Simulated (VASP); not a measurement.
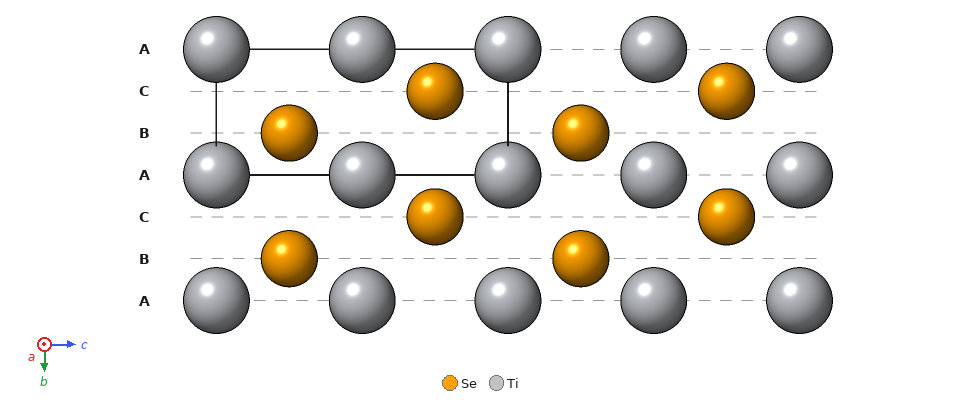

The picture looks along a close-packed row of the hexagonal mesh; c points to the right. The dashed lines mark the three columns A (0, 0), B (1/3, 2/3) and C (2/3, 1/3). The sequence starts with the first layer at or above the cell's origin.

TiSe. Coordinates: the geometry relaxed with VASP Kohn-Sham DFT of a periodic cell, vdW-DF-cx, VASP PAW PBE potentials, gw in VASP 6.6.1.

Q: Read off the stacking sequence over one period.

A: Ti(A) – Se(B) – Ti(A) – Se(C) (four layers in 6.78 Å).

Q: How are the Se layers alone stacked?

A: Se layers alone: BC, the hexagonal close-packed type.

Q: Which positions between or in the Se layers do the other atoms fill?

A: Ti: two octahedral sites (per hexagonal cell).
